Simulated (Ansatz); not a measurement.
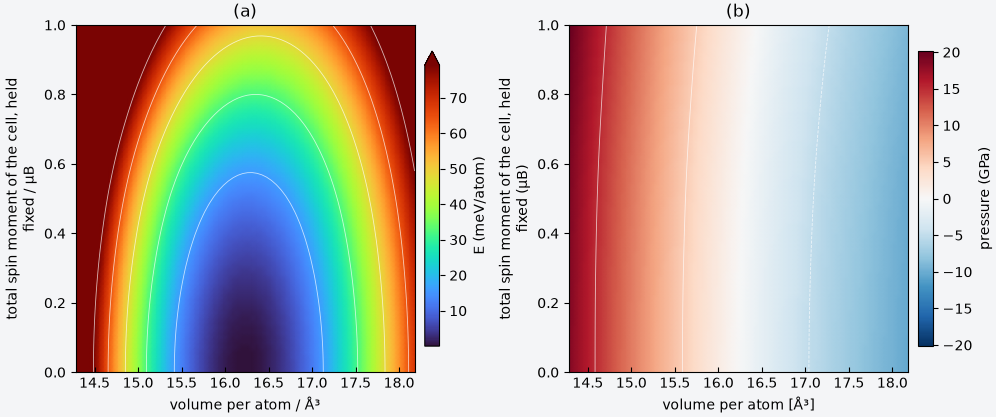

TiAl (P4/mmm, No. 123; 2 atoms in the cell). 
- The energy is mapped over volume and a fixed ferromagnetic moment.
- The first coordinate is: volume per atom; the second: total spin moment of the cell, held fixed.
- Nothing is relaxed (shape and fractional coordinates fixed).
- Grid: 7 × 9 points.
- Points are written as (first, second).
- Energies: meV/atom, counted from the lowest grid point.
- The moment is held fixed and parallel; antiferromagnetic orders weren't tried.
- These are results of DFT PBE, scalar-relativistic, plane waves, PAW (Ansatz), not measurements. Settings: cutoff 520 eV, k-mesh 18×18×12 in the order of the run's cell vectors, gaussian smearing 0.15 eV.

Panel (a) is the energy; panel (b) is the computed pressure, in GPa.

The picture shows a smooth colour map with a few white contour lines, one colour for all values above the top of the scale. Between grid points the surface is interpolated.

How does the pressure vary over the map, and what is it at the lowest grid point?

It runs from −10.2 GPa at (18.18 Å³, 0.000 μB) to 20.2 GPa at (14.28 Å³, 1.000 μB). At the lowest grid point, (16.23 Å³, 0.000 μB), it is 0.0 GPa. That point lies on the edge of the scan.

| second ↓, first → | 14.28 | 14.93 | 15.58 | 16.23 | 16.88 | 17.53 | 18.18 |
| --- | --- | --- | --- | --- | --- | --- | --- |
| 1.000 | 20.2 | 12.6 | 6.4 | 1.4 | −2.8 | −6.3 | −9.1 |
| 0.875 | 19.8 | 12.3 | 6.1 | 1.0 | −3.1 | −6.6 | −9.4 |
| 0.750 | 19.4 | 11.9 | 5.8 | 0.7 | −3.4 | −6.8 | −9.6 |
| 0.625 | 19.1 | 11.7 | 5.5 | 0.5 | −3.6 | −7.0 | −9.8 |
| 0.500 | 18.9 | 11.5 | 5.3 | 0.3 | −3.8 | −7.2 | −10.0 |
| 0.375 | 18.8 | 11.3 | 5.2 | 0.2 | −3.9 | −7.3 | −10.1 |
| 0.250 | 18.7 | 11.2 | 5.1 | 0.1 | −4.0 | −7.4 | −10.2 |
| 0.125 | 18.6 | 11.2 | 5.1 | 0.0 | −4.1 | −7.5 | −10.2 |
| 0.000 | 18.6 | 11.2 | 5.1 | 0.0 | −4.1 | −7.5 | −10.2 |

PAW datasets: the set soft_1.
